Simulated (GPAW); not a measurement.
## Dielectric function and optical constants of AlP

Wanted: where AlP starts to absorb, how strongly, and its refractive index. The cell comes from an older database entry, whose edges can differ from later determinations, mostly by under a per cent.

Calculated with GPAW 26.7.0; DFT, LDA, plane-wave PAW (GPAW data sets), scalar-relativistic, RPA, optical limit.

The database entry behind the starting cell differs from later determinations by our own check (0.1 to 0.3 % short, probably kX units), so it need not match the best structure at ambient conditions.

## Step 1: Starting point

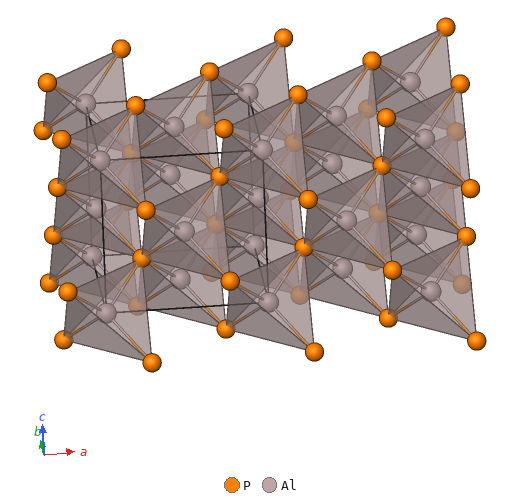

Start, viewed slightly off an axis; phosphorus orange, aluminium light grey. 2×1×1 cells are drawn. This picture shows the conventional cell, with its axes. Some periodic images of atoms are drawn too.

## Step 2: Ground state

The self-consistent density comes first; it also tells whether there is a gap, which decides the occupations and the need for a Drude term.

This step: DFT, LDA, plane-wave PAW (GPAW data sets), scalar-relativistic, ground state (GPAW 26.7.0).

Input file gs.py:

```python
from ase import Atoms
from ase.dft.bandgap import bandgap
from gpaw import GPAW, PW, FermiDirac

atoms = Atoms(['P', 'Al'],
              cell=[[0.000000000000, 2.725500000000, 2.725500000000],
                    [2.725500000000, 0.000000000000, 2.725500000000],
                    [2.725500000000, 2.725500000000, 0.000000000000]],
              scaled_positions=[[0.750000000000, 0.750000000000, 0.750000000000],
                                [0.000000000000, 0.000000000000, 0.000000000000]],
              pbc=[True, True, True])
atoms.calc = GPAW(mode=PW(450), xc='LDA', kpts={'size': (7, 7, 7), 'gamma': True},
                  occupations=FermiDirac(0.05), maxiter=150, txt='gs.txt')
print('energy (eV)', atoms.get_potential_energy())
print('Fermi level (eV)', atoms.calc.get_fermi_level())
print('valence electrons', atoms.calc.get_number_of_electrons())
print('gap (eV)', bandgap(atoms.calc, output=None)[0])
print('direct gap (eV)', bandgap(atoms.calc, direct=True, output=None)[0])
atoms.calc.write('gs.gpw')
```

Launch:

```bash
$ OMP_NUM_THREADS=1 python gs.py
```

Numbers of over 12 decimals in the logs are rounded to 6 here.

Output:

```text
__  _  _
 | _ |_)|_||  |
 |__||  | ||/\| - 26.7.0

Versions:
  Python: 3.12.14
  ASE:    3.29.0
  Numpy:  2.5.5
  Scipy:  1.18.1
  Libxc:  7.0.0

Input parameters:
  mode=PW(ecut=450.000000),
  kpts=MonkhorstPack(size=(7, 7, 7), gamma=True),
  maxiter=150,
  occupations=Occupations(name='fermi-dirac', width=0.05, fixmagmom=False),
  xc=XC(name='LDA')

Diagonalizing LCAO Hamiltonian
Converting LCAO to pw mode

                    P

       Al

Atoms  # Å, Bohr magnetons
|   | symbol |        x |        y |        z |    initial magnetic moments |
| 0 |      P | 4.088250 | 4.088250 | 4.088250 | ( 0.0000,  0.0000,  0.0000) |
| 1 |     Al | 0.000000 | 0.000000 | 0.000000 | ( 0.0000,  0.0000,  0.0000) |

Unit cell  # Å
| periodic |        x |        y |        z |  lengths |    angles |
|      yes | 0.000000 | 2.725500 | 2.725500 | 3.854439 | 60.000000 |
|      yes | 2.725500 | 0.000000 | 2.725500 | 3.854439 | 60.000000 |
|      yes | 2.725500 | 2.725500 | 0.000000 | 3.854439 | 60.000000 |

Number of symmetries: 24
Symmetry operations  # r_c * U_cc + t_c -> r_c
|    | kind |            matrix            |
|  0 |  E   |  1, 0, 0,  0, 1, 0,  0, 0, 1 |
|  1 |  σ   |  1, 0, 0,  0, 0, 1,  0, 1, 0 |
|  2 |  σ   |  1, 0,-1,  0, 1,-1,  0, 0,-1 |
|  3 |  C3  |  1, 0,-1,  0, 0,-1,  0, 1,-1 |
|  4 |  C3  |  1,-1, 0,  0,-1, 1,  0,-1, 0 |
|  5 |  σ   |  1,-1, 0,  0,-1, 0,  0,-1, 1 |
|  6 |  σ   |  0, 1, 0,  1, 0, 0,  0, 0, 1 |
|  7 |  C3  |  0, 1, 0,  0, 0, 1,  1, 0, 0 |
|  8 |  C2  |  0, 1,-1,  1, 0,-1,  0, 0,-1 |
|  9 |  S4  |  0, 1,-1,  0, 0,-1,  1, 0,-1 |
| 10 |  C3  |  0, 0, 1,  1, 0, 0,  0, 1, 0 |
| 11 |  σ   |  0, 0, 1,  0, 1, 0,  1, 0, 0 |
| 12 |  S4  |  0, 0,-1,  1, 0,-1,  0, 1,-1 |
| 13 |  C3  |  0, 0,-1,  0, 1,-1,  1, 0,-1 |
| 14 |  S4  |  0,-1, 1,  1,-1, 0,  0,-1, 0 |
| 15 |  C2  |  0,-1, 1,  0,-1, 0,  1,-1, 0 |
| 16 |  C3  |  0,-1, 0,  1,-1, 0,  0,-1, 1 |
| 17 |  S4  |  0,-1, 0,  0,-1, 1,  1,-1, 0 |
| 18 |  S4  | -1, 1, 0, -1, 0, 1, -1, 0, 0 |
| 19 |  C3  | -1, 1, 0, -1, 0, 0, -1, 0, 1 |
| 20 |  C3  | -1, 0, 1, -1, 1, 0, -1, 0, 0 |
| 21 |  S4  | -1, 0, 1, -1, 0, 0, -1, 1, 0 |
| 22 |  σ   | -1, 0, 0, -1, 1, 0, -1, 0, 1 |
| 23 |  C2  | -1, 0, 0, -1, 0, 1, -1, 1, 0 |

BZ-sampling:
  Number of BZ points: 343
  Number of IBZ points: 20

  Monkhorst-Pack size: [7, 7, 7]
  Monkhorst-Pack shift: [0, 0, 0]

K-points  # in reciprocal-cell coordinates
|     |                                coordinates |     weight |
|   0 | (  0.00000000,   0.00000000,   0.00000000) | 0.00291545 |
|   1 | (  0.14285714,   0.14285714,   0.00000000) | 0.01749271 |
|   2 | (  0.14285714,   0.14285714,   0.14285714) | 0.02332362 |
|   3 | (  0.28571429,   0.14285714,   0.14285714) | 0.03498542 |
|   4 | (  0.28571429,   0.28571429,   0.00000000) | 0.01749271 |
|   5 | (  0.28571429,   0.28571429,   0.14285714) | 0.06997085 |
|   6 | (  0.28571429,   0.28571429,   0.28571429) | 0.02332362 |
|   7 | (  0.42857143,  -0.28571429,  -0.28571429) | 0.03498542 |
|   8 | (  0.42857143,   0.28571429,  -0.42857143) | 0.13994169 |
|   9 | (  0.42857143,   0.28571429,  -0.28571429) | 0.06997085 |
| ... |                                            |            |
|  19 | (  0.42857143,   0.42857143,   0.42857143) | 0.02332362 |

Plane wave coefficients: 893
Cutoff: 450.000000 eV

Spin-components: 1 (collinear spins)
Bands:           8
Projectors:      10
Spin-degeneracy: 2
Datatype:        complex128

Parallelization:
  kpt:    1
  domain: 1
  band:   1

Density:
  Valence electrons: 8.0
  Components: 1
  Grid points: [20 20 20]
  Charge: 0.0  # |e|

Potential:
  Grid points: [20 20 20]

species:
  P:
    name:    Phosphorus
    id:
    Z:       15.0
    valence: 5
    core:    10
    charge:  0.0  # [|e|]
    compensation charges:
      type: gauss
      rc: 0.30  # [Å]
      lmax: 2
    cutoffs:
      filter: 1.69  # [Å]
      core: 1.81  # [Å]
    projectors
    | kind |    occ | energy [eV] | rcut [Å] |
    |   3s |  2.000 |     -14.015 |    0.953 |
    |   3p |  3.000 |      -5.596 |    0.953 |
    |    s |        |      13.197 |    0.953 |
    |    p |        |      21.615 |    0.953 |
    |    d |        |       0.000 |    0.953 |

    Using partial waves for P as LCAO basis

  Al:
    name:    Aluminium
    id:
    Z:       13.0
    valence: 3
    core:    10
    charge:  0.0  # [|e|]
    compensation charges:
      type: gauss
      rc: 0.34  # [Å]
      lmax: 2
    cutoffs:
      filter: 1.91  # [Å]
      core: 2.36  # [Å]
    projectors
    | kind |    occ | energy [eV] | rcut [Å] |
    |   3s |  2.000 |      -7.830 |    1.085 |
    |   3p |  1.000 |      -2.783 |    1.085 |
    |    s |        |      19.382 |    1.085 |
    |    p |        |      24.428 |    1.085 |
    |    d |        |       0.000 |    1.085 |

    Using partial waves for Al as LCAO basis

Reference energy: -15851.027115  # eV

eigensolver:
  PPCG
  Converge bands: occupied
  niter=2

density mixing:
  MSR1-Mixer
  Pratt-step length: 0.05
  Maximum mixing coefficient: 0.75
  Old densities: 10
  SVD Regularization: 0.005
  Good broyden scale: 1.0
  Trust region scale: 1.0
  Backstep threshold: 4.0
  History deletion threshold: 6.0
  Fourier metric: weight=20.0, sigma=0.015

occupation numbers:
  Fermi-Dirac:
    width: 0.0500  # eV

poisson solver:
  ecut: 3600.000000  # eV

xc functional:
  name: None

convergence criteria:
- Maximum [total energy] change in last 3 cyles: 0.0005 eV / valence electron
- Maximum integral of absolute [dens]ity change: 0.0001 electrons / valence electron
- Maximum integral of absolute [eigenst]ate change: 4e-08 eV^2 / valence electron
maximum number of iterations: 150

SCF iterations
|iter     |      energy | eigst |  dens |
|iter:   1||  -11.702266 | -0.20 |       |
|iter:   2||  -11.648373 | -2.22 | -0.77 |
|iter:   3||  -11.389017 | -1.61 | -0.81 |
|iter:   4||  -11.386495 | -3.07 | -1.50 |
|iter:   5||  -11.386475c| -4.32 | -2.10 |
|iter:   6||  -11.386492c| -5.69 | -2.73 |
|iter:   7||  -11.386493c| -7.15 | -3.64 |
|iter:   8||  -11.386493c| -7.50c| -4.19c|

Converged in 8 steps
SCF loop duration: 1.945 s (0.243 s/step)
Energy contributions relative to reference atoms: (reference = -15851.027115)

Energy contributions:
  Kinetic:          15.125140
  Coulomb:         -13.307369
  Zero:             -0.018271
  External:          0.000000
  Xc:              -13.185993
  Entropy:          -0.000000
  Spinorbit:         0.000000
  ----------------------------
  Free energy:     -11.386493
  Extrapolated:    -11.386493

dipole moment: (-6.440990, -6.440990, -6.440990)  # |e|*Ang

Fermi level: 4.891
Eigenvalues  # (at kpt = [0.000, 0.000, 0.000])
| band index |      eig [eV] | occ [0-2] |
|          0 |        -7.422 |     2.000 |
|          1 |         4.122 |     2.000 |
|          2 |         4.122 |     2.000 |
|          3 |         4.122 |     2.000 |
|          4 |         7.277 |     0.000 |
|          5 |         8.601 |     0.000 |
|          6 |         8.601 |     0.000 |
|          7 |         8.601 |     0.000 |

Gap: 1.566 eV
Transition (v -> c):
  (s=0, k=0, n=3, [0.00, 0.00, 0.00]) -> (s=0, k=16, n=4, [0.43, 0.43, 0.00])
Direct/indirect transitions are different
Direct gap: 3.155 eV
Transition at: (s=0, k=0, n=3, [0.00, 0.00, 0.00])

--- standard output ---
energy (eV) -11.386493
Fermi level (eV) 4.891255
valence electrons 8.0
gap (eV) 1.565658
direct gap (eV) 3.155041
```

Run time: 3.7 s. Hardware: 1 thread of Arm Neoverse V1, shared host; peak memory 0.12 GiB.

Numbers from this step:

| Quantity | Value |
| --- | --- |
| energy | -11.39 eV |
| Fermi energy | 4.891 eV |
| gap on the k-mesh | 1.566 eV |
| direct gap on the mesh | 3.155 eV |
| electrons | 8 |

There is a gap, 1.57 eV on this mesh (points off the mesh can give less), so no carriers' term is needed.

## Step 3: Bands for the response

At the fixed density, many empty bands are solved on the mesh of the response, since the spectrum sums over them.

This step: DFT, LDA, plane-wave PAW (GPAW data sets), scalar-relativistic, bands at fixed density (GPAW 26.7.0).

Input file nscf.py:

```python
from ase.dft.bandgap import bandgap
from gpaw import GPAW, FermiDirac

calc = GPAW('gs.gpw').fixed_density(kpts={'size': (16, 16, 16), 'gamma': True}, nbands=32, convergence={'bands': 26},
                                    occupations=FermiDirac(0.001), txt='nscf.txt')
print('gap (eV)', bandgap(calc, output=None)[0])
print('direct gap (eV)', bandgap(calc, direct=True, output=None)[0])
print('top band over the Fermi level (eV)', min(calc.get_eigenvalues(kpt=k)[25] for k in range(len(calc.get_ibz_k_points()))) - calc.get_fermi_level())
calc.write('full.gpw', mode='all')
```

Launch:

```bash
$ OMP_NUM_THREADS=1 python nscf.py
```

Output:

```text
Diagonalizing LCAO Hamiltonian
Converting LCAO to pw mode
convergence criteria:
- Maximum integral of absolute [eigenst]ate change: 4e-08 eV^2 / valence electron
maximum number of iterations: 150

SCF iterations
|iter     |      energy | eigst |  dens |
|iter:   1||             | +3.43 |       |
|iter:   2||             | +1.68 |       |
|iter:   3||             | -0.48 |       |
|iter:   4||             | -1.92 |       |
|iter:   5||             | -3.49 |       |
|iter:   6||             | -4.78 |       |
|iter:   7||             | -6.26 |       |
|iter:   8||             | -7.22 |       |
|iter:   9||             | -7.80c|       |
SCF steps: 9
  __  _  _
 | _ |_)|_||  |
 |__||  | ||/\| - 26.7.0

Versions:
  Python: 3.12.14
  ASE:    3.29.0
  Numpy:  2.5.5
  Scipy:  1.18.1
  Libxc:  7.0.0

Input parameters:
  mode=PW(ecut=450.000000),
  convergence={'bands': 26},
  gpts=array([20, 20, 20]),
  kpts=MonkhorstPack(size=(16, 16, 16), gamma=True),
  maxiter=150,
  nbands=32,
  occupations=Occupations(name='fermi-dirac', width=0.001, fixmagmom=False),
  parallel={},
  xc=XC(name='LDA')

--- standard output ---
gap (eV) 1.435707
direct gap (eV) 3.155041
top band over the Fermi level (eV) 28.230772
```

Run time: 57 s. Hardware: 1 thread; peak memory 0.22 GiB.

This step gave:

| Quantity | Value |
| --- | --- |
| gap on the k-mesh | 1.436 eV |

## Step 4: Dielectric function, RPA

Local fields let the induced charge screen the field inside the cell, which as a rule lowers ε, most along directions where the density is uneven.

This step: DFT, LDA, plane-wave PAW (GPAW data sets), scalar-relativistic, RPA, optical limit (GPAW 26.7.0).

Input file df.py:

```python
from gpaw.response.df import DielectricFunction

df = DielectricFunction('full.gpw', frequencies={'type': 'nonlinear', 'domega0': 0.03, 'omega2': 8},
                        ecut=50,
                        eta=0.15,
                        nbands=26,
                        txt='df.txt')
for direction in ['x']:
    df.get_dielectric_function(xc='RPA', direction=direction, filename=f'df_{direction}.csv')
```

Launch:

```bash
$ OMP_NUM_THREADS=1 python df.py
```

Output:

```text
Using integrator: PointIntegrator
NonLinearFrequencyDescriptor(from 0.000 to 45.181 eV, 452 points)
Nonperiodic BCs:  [False False False]
Using integrator: PointIntegrator
NonLinearFrequencyDescriptor(from 0.000 to 45.181 eV, 452 points)
Nonperiodic BCs:  [False False False]

Calculating chi0 body with:
    Ground state adapter containing:
    Number of spins: 1
    Number of kpoints: 4096
    Number of irreducible kpoints: 145
    Number of completely occupied states: 4
    Number of partially occupied states: 4

    Linear response parametrization:
    q_c: [0.0, 0.0, 0.0]
    Number of frequency points: 452
    Planewave cutoff: 50.0
    Number of bands: 26
    Number of planewaves: 27
    Broadening (eta): 0.15

Integrating chi0 body.

Symmetries of q_c:
    Direct symmetries (Uq -> q): 24
    Indirect symmetries (TUq -> q): 24
In total 48 allowed symmetries.

145 groups of equivalent kpoints. 96.4599609375% reduction.

Integral kind: spectral function

Calculating chi0 optical extensions with:
    Ground state adapter containing:
    Number of spins: 1
    Number of kpoints: 4096
    Number of irreducible kpoints: 145
    Number of completely occupied states: 4
    Number of partially occupied states: 4

    Linear response parametrization:
    Number of frequency points: 452
    Planewave cutoff: 50.0
    Number of bands: 26
    Number of planewaves: 27
    Broadening (eta): 0.15
Integrating chi0 head and wings.

Symmetries of q_c:
    Direct symmetries (Uq -> q): 24
    Indirect symmetries (TUq -> q): 24
In total 48 allowed symmetries.

145 groups of equivalent kpoints. 96.4599609375% reduction.

Integral kind: spectral function wings
```

It took 7.4 s on 1 thread; peak memory 0.22 GiB.

Numbers from this step:

```
electronic dielectric constant ε∞, mean over x, y and z (by symmetry where fewer were run) : 7.973
main peak of Im epsilon, first axis                                                        : 4.362 eV
centre of weight of the strongest loss peak in the window                                  : 16.61 eV
```

Some rows of df_x.csv (energy; Re and Im without local fields; Re and Im with them):

```text
0.000000, 9.029918, 0.000000, 7.972996, 0.000000
0.555532, 9.141994, 0.061789, 8.066897, 0.051759
1.143969, 9.531164, 0.141730, 8.392753, 0.118613
1.768324, 10.362005, 0.272363, 9.087561, 0.227608
2.431988, 12.093817, 0.565256, 10.533798, 0.472016
3.138794, 16.601035, 1.930054, 14.294847, 1.641415
3.893091, 21.086285, 16.018532, 17.385269, 13.124741
4.699832, -2.511675, 22.833309, -0.265356, 19.753485
5.564682, -5.472978, 13.953156, -2.938750, 11.726566
6.494155, -5.238860, 6.406617, -3.849685, 5.881992
7.495775, -4.233646, 4.024136, -3.051821, 4.064538
8.578281, -3.125225, 2.239811, -2.321604, 2.488439
9.751884, -2.247700, 1.401775, -1.761590, 1.690317
11.028587, -1.536028, 0.788383, -1.320832, 1.108330
12.422601, -0.857523, 0.485456, -0.728627, 0.626810
13.950874, -0.391163, 0.309603, -0.304662, 0.380763
15.633783, -0.138563, 0.238518, -0.016433, 0.317513
17.496047, 0.092937, 0.134920, 0.137194, 0.248325
19.567954, 0.288287, 0.081405, 0.299297, 0.164955
```

The Im ε, E ∥ x has structure finer than the step of the table below, so its rows give means over 2 eV, whole bins alone (the curve runs from 0 to 19.9 eV). Peaks (eV: height): 4.4: 23.1.

Values under the direct gap are tails of Lorentzian lines. Table of Im ε, E ∥ x by photon energy; means over each step:

| photon energy (eV) | Im ε, E ∥ x |
| --- | --- |
| 2 | 0.380 |
| 4 | 12.9 |
| 6 | 8.59 |
| 8 | 3.27 |
| 10 | 1.65 |
| 12 | 0.768 |
| 14 | 0.402 |
| 16 | 0.316 |
| 18 | 0.236 |

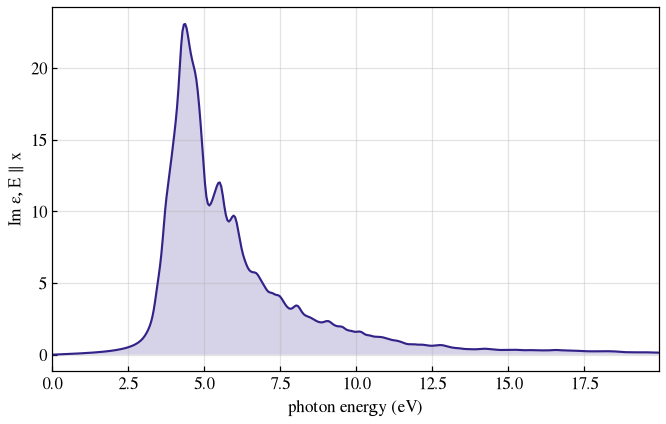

Im ε, E ∥ x, plotted against photon energy.

Table of Re ε, E ∥ x by photon energy:

| photon energy (eV) | Re ε, E ∥ x |
| --- | --- |
| 0 | 7.97 |
| 2 | 9.48 |
| 4 | 16.7 |
| 6 | -3.66 |
| 8 | -2.42 |
| 10 | -1.59 |
| 12 | -0.878 |
| 14 | -0.289 |
| 16 | 0.0250 |
| 18 | 0.200 |

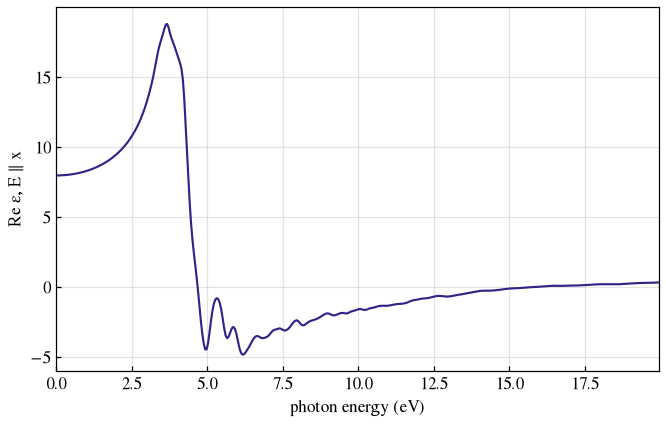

Re ε, E ∥ x against photon energy.

Values under the direct gap are tails of Lorentzian lines. Im ε, E ∥ x against photon energy; read off at these points:

| photon energy (eV) | without local fields | with local fields |
| --- | --- | --- |
| 0.0 | 0 | 0 |
| 1.0 | 0.120 | 0.100 |
| 2.0 | 0.346 | 0.289 |
| 3.0 | 1.39 | 1.17 |
| 4.0 | 18.7 | 15.0 |
| 4.3 | 28.9 | 22.7 |
| 4.4 | 28.6 | 22.9 |
| 5.0 | 14.4 | 12.7 |
| 5.5 | 14.8 | 12.0 |
| 6.0 | 10.7 | 9.64 |
| 7.0 | 4.90 | 4.72 |
| 8.0 | 3.42 | 3.40 |
| 9.0 | 2.10 | 2.33 |
| 10.0 | 1.30 | 1.60 |
| 11.0 | 0.802 | 1.13 |
| 12.0 | 0.532 | 0.707 |
| 13.0 | 0.389 | 0.574 |
| 14.0 | 0.318 | 0.388 |
| 15.0 | 0.268 | 0.336 |
| 16.0 | 0.212 | 0.303 |
| 17.0 | 0.151 | 0.296 |
| 18.0 | 0.131 | 0.242 |
| 19.0 | 0.0824 | 0.170 |

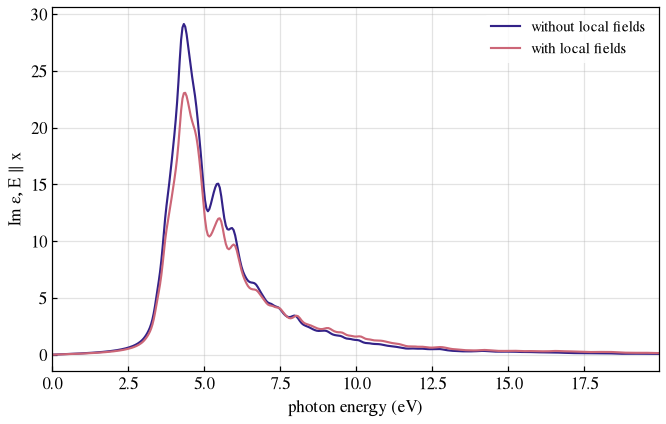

Im ε, E ∥ x, plotted against photon energy.

Values under the direct gap are tails of Lorentzian lines. The loss function −Im 1/ε at q → 0, E ∥ x by energy loss; read off at these points:

| energy loss (eV) | loss function −Im 1/ε at q → 0, E ∥ x |
| --- | --- |
| 0.0 | 0 |
| 1.0 | 0.00146 |
| 2.0 | 0.00321 |
| 3.0 | 0.00667 |
| 4.0 | 0.0298 |
| 5.0 | 0.0706 |
| 6.0 | 0.0906 |
| 7.0 | 0.136 |
| 8.0 | 0.195 |
| 9.0 | 0.259 |
| 10.0 | 0.314 |
| 11.0 | 0.371 |
| 12.0 | 0.557 |
| 13.0 | 0.733 |
| 14.0 | 1.66 |
| 15.0 | 2.69 |
| 16.0 | 3.28 |
| 17.0 | 3.05 |
| 17.3 | 3.15 |
| 18.0 | 2.46 |
| 19.0 | 1.84 |

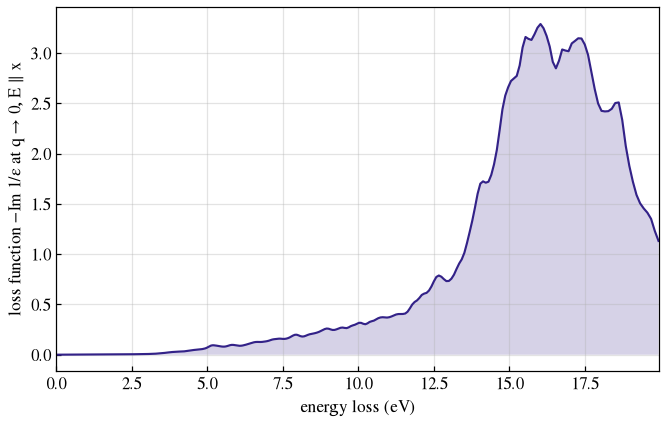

Loss function −Im 1/ε at q → 0, E ∥ x, plotted against energy loss.

The reflectivity at normal incidence, E ∥ x has structure finer than the step of the table below, so its rows give means over 1 eV, whole bins alone (the curve runs from 0 to 19.9 eV). Peaks (eV: height): 4.9: 55.6, 6.2: 55.1, 11.6: 54.2, 13.2: 50.4.

Reflectivity at normal incidence, E ∥ x against photon energy; means over each step:

| photon energy (eV) | reflectivity at normal incidence, E ∥ x (%) |
| --- | --- |
| 1 | 23.5 |
| 2 | 26.1 |
| 3 | 33.0 |
| 4 | 46.0 |
| 5 | 51.0 |
| 6 | 52.0 |
| 7 | 50.8 |
| 8 | 49.9 |
| 9 | 48.1 |
| 10 | 49.0 |
| 11 | 50.1 |
| 12 | 50.5 |
| 13 | 47.5 |
| 14 | 42.4 |
| 15 | 33.1 |
| 16 | 22.9 |
| 17 | 18.2 |
| 18 | 13.7 |
| 19 | 10.8 |

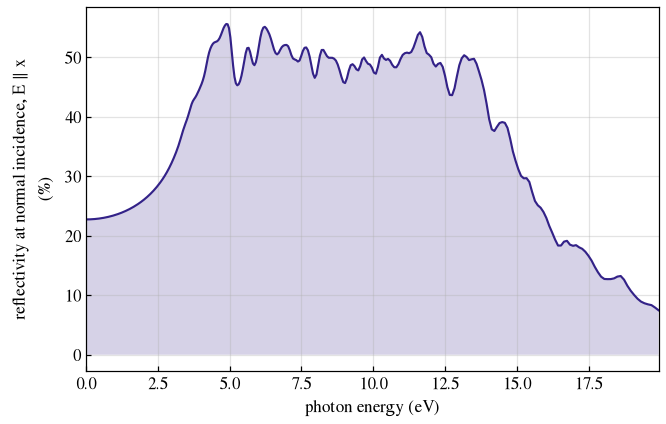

Reflectivity at normal incidence, E ∥ x, plotted against photon energy.

From ε follow the optical constants at some laser and lamp lines:

| wavelength (nm) | n | k | R (%) | 1/α |
| --- | --- | --- | --- | --- |
| 1064 | 2.90 | 0.021 | 23.7 | 4.0 µm |
| 800 | 2.97 | 0.031 | 24.6 | 2.1 µm |
| 532 | 3.20 | 0.065 | 27.5 | 649 nm |
| 450 | 3.43 | 0.108 | 30.2 | 331 nm |
| 365 | 4.15 | 0.462 | 37.9 | 63 nm |
| 248 | 2.14 | 2.981 | 54.3 | 6.6 nm |
| 193 | 1.28 | 2.401 | 53.4 | 6.4 nm |

Below the direct gap, k and the depth come from the tails of the Lorentzian lines, not from transitions.

Rows near the edge hang on the gap, which this functional as a rule makes too small, and phonon-assisted absorption is left out.

## Step 5: Results

| Item | Value |
| --- | --- |
| electronic dielectric constant ε∞, mean over x, y and z (by symmetry where fewer were run) (RPA) | 7.97 |
| main peak of Im epsilon, first axis | 4.36 eV |
| centre of weight of the strongest loss peak in the window, first axis | 16.6 eV |

**Reading.** At this level (LDA, RPA) AlP has ε∞ = 7.97 and n = 2.86 at 1550 nm, and Im ε peaks at 4.4 eV. On the mesh the gap is 1.44 eV and the least direct gap 3.16 eV, so on this mesh the band edges lie at different points. Local fields change the static value along x from 9.03 to 7.97 (-12 %). Distinct maxima of Im ε, read by a parabola through the highest points, lie at 4.36 eV (23) and 5.50 eV (12). Excitons and phonon-assisted transitions are missing; LDA gaps are as a rule too small, which pulls the onset down and ε∞ up. The sum runs over mesh points, so small or evenly spaced maxima can still be ripples of the mesh.

[Machine, clock and banner lines and Python warnings are left out of the logs.]

[Logs are printed without paths, hosts, clocks, repeated set-up lines and the standing remarks that a program may print on its own settings, such as how far it seeks lower states.]

[Hosts, paths, dates, database ids (printed as entryN), source tags and the programs' standing remarks are cut or masked in the printed files.]
